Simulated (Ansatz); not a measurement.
Structure of EuO2:

```cif
data_structure
_symmetry_space_group_name_H-M 'P-3m1'
_symmetry_Int_Tables_number 164
_cell_length_a 3.5164
_cell_length_b 3.5164
_cell_length_c 4.9236
_cell_angle_alpha 90.000
_cell_angle_beta 90.000
_cell_angle_gamma 120.000
_cell_volume 52.72
loop_
_atom_site_label
_atom_site_type_symbol
_atom_site_symmetry_multiplicity
_atom_site_Wyckoff_symbol
_atom_site_fract_x
_atom_site_fract_y
_atom_site_fract_z
_atom_site_occupancy
Eu1 Eu 1 a 0.00000 0.00000 0.00000 1
O1 O 2 d 0.33333 0.66667 0.18941 1
```

It is based on coordinates from a relaxation at fixed volume with DFT PBEsol, scalar-relativistic, plane waves, PAW in Ansatz; the starting structure was generated, so it need not be a known form of this composition.

**Where will the first 4 clear peaks of its X-ray PDF lie (peak width σ = 0.10 Å), and from which pairs do they come?**

1. 2.23 Å: Eu–O at 2.23 Å
2. 3.52 Å: Eu–Eu at 3.52 Å
3. 4.17 Å: Eu–O at 4.17 Å
4. 4.47 Å: Eu–O at 4.48 Å

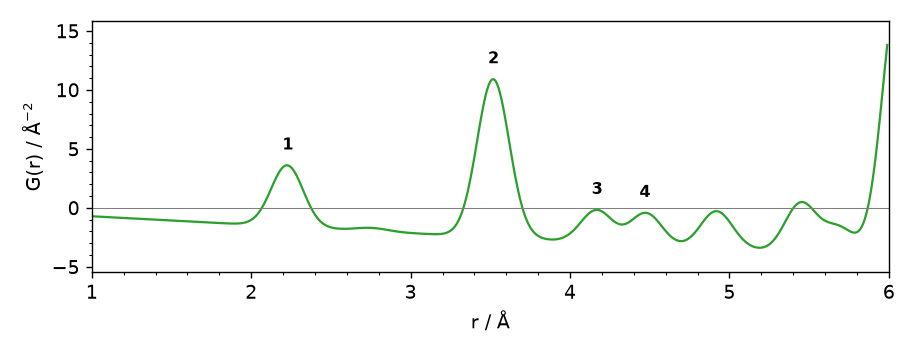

Simulated X-ray pair distribution function, G(r) = R(r)/r − 4πρ₀r, summed over the atomic distances of the structure with each pair weighted by the product of the atomic numbers (X-ray weights at Q = 0); every distance is a Gaussian of σ = 0.10 Å, damped by exp(−(Q_damp r)²/2) with Q_damp = 0.020 Å⁻¹.
